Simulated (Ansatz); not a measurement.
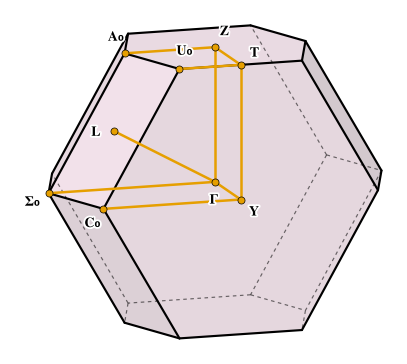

Crystal: BN, the input geometry of an electronic-structure calculation (not necessarily at equilibrium). The figure shows the first Brillouin zone with its special points and a band path. Geometry calculated from the standardised cell; symmetry tolerance 0.002 Å.

Labels and path follow the convention of Hinuma et al. (2017), as computed by seekpath.

Name the Bravais lattice of the crystal.

A face-centred orthorhombic lattice (oF; extended symbol oF1). The zone is an elongated dodecahedron in its combinatorial type: 12 faces (8 with 4 edges, 4 with 6 edges), 28 edges, 18 vertices.

Write the standard path through the labelled points.

Γ–Y–T–Z–Γ–Σ₀ | U₀–T | Y–C₀ | A₀–Z | Γ–L
